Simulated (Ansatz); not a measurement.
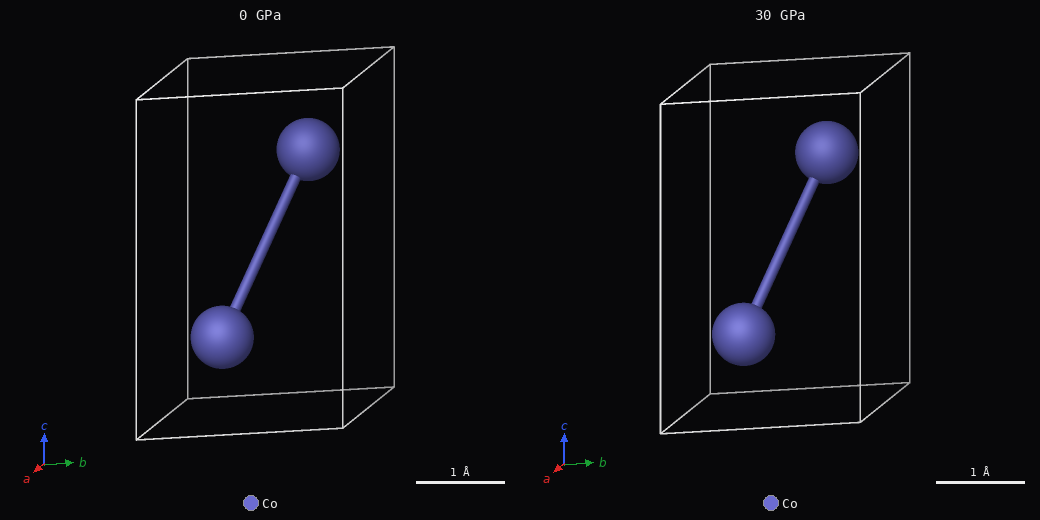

Co, hexagonal close-packed (Mg type), space group P6₃/mmc (No. 194), relaxed (cell and atoms) under a series of hydrostatic pressures; the conventional cell is drawn at the lowest and the highest, to one scale (sticks follow a distance rule). The start was a structure listed in the Materials Project.

Alike in all runs: Ansatz 0.2.0; functional PBEsol; potentials Ansatz PAW; cutoff 420 eV; k mesh 12 × 12 × 7 on the run's cell of 2 atoms; occupations fermi-dirac, width 0.05 eV; collinear spin, ferromagnetic start; no spin-orbit coupling.

| pressure (GPa) | volume (Å³/atom) | a (Å) | c (Å) | moment (μB/atom) |
| --- | --- | --- | --- | --- |
| 0.0 | 10.367 | 2.457 | 3.965 | 1.57 |
| 2.0 | 10.280 | 2.450 | 3.954 | 1.55 |
| 5.0 | 10.157 | 2.440 | 3.939 | 1.54 |
| 10.0 | ? | ? | ? | ? |
| 20.0 | 9.663 | 2.400 | 3.876 | 1.49 |
| 30.0 | 9.404 | 2.378 | 3.841 | 1.48 |

**What equation of state do the given rows imply, and what volume does it predict for the missing row?**

The fit gives V0 = 10.37 Å³/atom, B0 = 231 GPa and B0′ = 5.9, which puts the volume at 10.0 GPa at 9.97 Å³/atom. The run gave volume 9.972 Å³/atom; a 2.425 Å; c 3.915 Å; moment 1.51 μB/atom.

**Which axis yields most up to 30 GPa?**

The axes shrink nearly alike: a −3.2 %, c −3.1 %, against −9.3 % in volume.

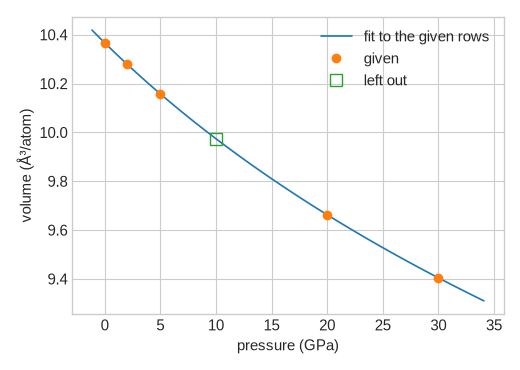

Volume against pressure, with the fit. The structure was kept in its own symmetry, so a change to another phase within this range wouldn't be seen.

Caveat: the plane-wave basis is chosen anew once the cell has moved, so the energies of steps on either side of that aren't comparable.
